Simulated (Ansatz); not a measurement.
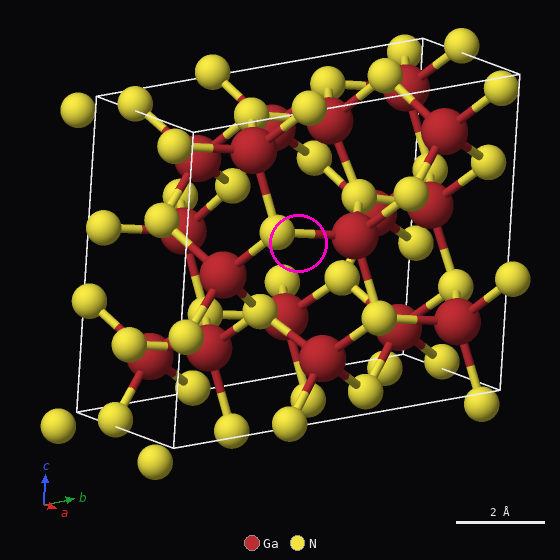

Ball-and-stick representation of a periodic structure, projected slightly off an axis. The supercell is drawn as a box. The host is GaN, in a cell of 36 sites, and the cell carries a charge of -3. A ring marks the defect's site.

### Where does the cell differ from the host, and how?

A gallium vacancy. Around the empty site lie four N at about 2.1 Å.

Run with Ansatz 0.2.0, DFT PBEsol, scalar-relativistic, plane waves, PAW and these settings: a cutoff energy of 420 eV, Brillouin-zone sampling on a 2×2×2 mesh, Gaussian smearing of 0.02 eV, collinear spins.

### Is a magnetic moment found?

No net moment.

The atoms were relaxed in the host's cell with Ansatz, DFT PBEsol, scalar-relativistic, plane waves, PAW.
